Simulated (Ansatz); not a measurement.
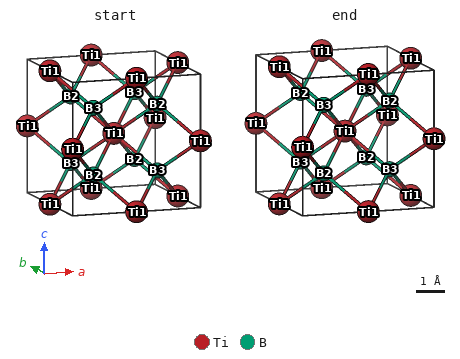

The structure of solid TiB2 (a generated structure, set up in Fm-3m) (coarse preliminary run) before (left) and after (right) a relaxation, at one scale.

The picture is a ball-and-stick view of the conventional cell (4 times the calculation's cell), seen slightly off an axis. Lengths and directions refer to the drawn axes.

Theory: DFT PBE, scalar-relativistic, plane waves, PAW (Ansatz). Settings: plane-wave cutoff 420 eV; k-point mesh 6 × 6 × 6; occupations gaussian; smearing width 0.1 eV; no spin polarisation; cell and atoms relaxed; force threshold 0.04 eV/Å; at most 70 steps.

Question: Summarise the run.

Answer: The energy falls by 0.114 eV per cell of the calculation in 3 accepted moves (4 points after the start). All forces vanish by symmetry, so only the cell relaxes. Pressure: 14.82 GPa at the start and 0.08 GPa at the end. The SCF was repeated once at an unchanged geometry on a basis and grid sized afresh for the cell, which shifted the energy by 2.7 meV per cell of the calculation at most. No atom moves by more than 0.005 Å relative to the cell. Cell: a = b = c 4.949 → 5.087 Å (+2.8 %). Volume +8.6 %. Among the contacts that change: Ti1–B2 2.143 → 2.203 Å. The space group stays Fm-3m (No. 225).
